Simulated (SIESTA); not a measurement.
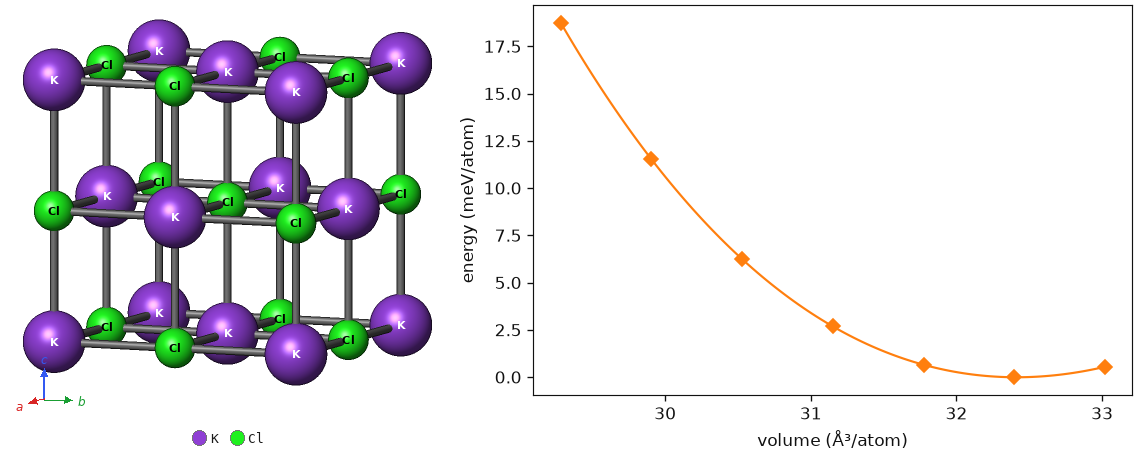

The plot gives the computed energy against volume for KCl, space group Fm-3m (No. 225). The conventional cell is drawn beside the plot.

The given structure:
```
CELL_PARAMETERS angstrom
0.00000 3.14647 3.14647
3.14647 0.00000 3.14647
3.14647 3.14647 0.00000
ATOMIC_POSITIONS crystal
K 0.00000 0.00000 0.00000
Cl 0.50000 0.50000 0.50000
```

Calculation (SIESTA 5.4.2): DFT in numerical atomic orbitals with pseudopotentials, no spin polarisation; energies at scaled volumes of the given cell, shape and fractions fixed, counted from the fit's minimum, third-order Birch-Murnaghan fit. Level: PBE.

- k mesh: 7×7×7
- occupations: Fermi–Dirac
- smearing width: 0.05 eV
- potentials: PseudoDojo 0.4 standard, converted to PSML, two zetas on semicore shells
- program settings: basis DZP, mesh cutoff 800 Ry

From this curve and the settings, what does the calculation give for the pressure at the same points?

The pressure falls from 2.12 GPa at volume 29.28 Å³/atom to −0.28 GPa at 33.02 Å³/atom, and changes sign near 32.42 Å³/atom.

```csv
volume (Å³/atom),pressure (GPa)
29.28,2.12
29.90,1.60
30.53,1.12
31.15,0.72
31.77,0.33
32.40,0.01
33.02,-0.28
```

Note: mulliken charges of long orbitals.
